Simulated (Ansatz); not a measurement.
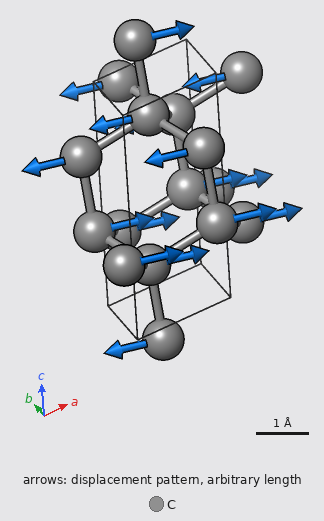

Normal modes of solid C, space group Fd-3m (No. 227), at the zone centre of a doubled cell. The levels lie at 546 (×2), 1039, 1193 (×2), 1246, 1290 (×3) cm⁻¹. One mode is drawn. Displacements are drawn as blue arrows; their common scale and sign are arbitrary. The picture is a ball-and-stick view of the cell of the calculation, seen slightly off an axis.

The calculation used Ansatz, DFT PBE, scalar-relativistic, plane waves, PAW. Set-up: plane-wave cutoff 420 eV; k-point mesh 12 × 12 × 10; occupations gaussian; smearing width 0.05 eV; no spin polarisation.

Frequencies are those without the non-analytic (LO–TO) term.

### To which level does it belong?

The level at 546 cm⁻¹. This is a doubly degenerate mode (one member of the set is drawn), the lowest level (the three translations aside). All motion is along [2 −1 0] of the drawn cell; atoms of one kind move against one another, with no net shift of their sublattice; the C–C bond lengths don't change to first order, so for these it is a bending, tilting or sliding motion. It changes sign from one half of the doubled cell to the other: it belongs to the zone boundary, q = (0, 0, 1/2) in the reciprocal vectors of the undoubled cell.
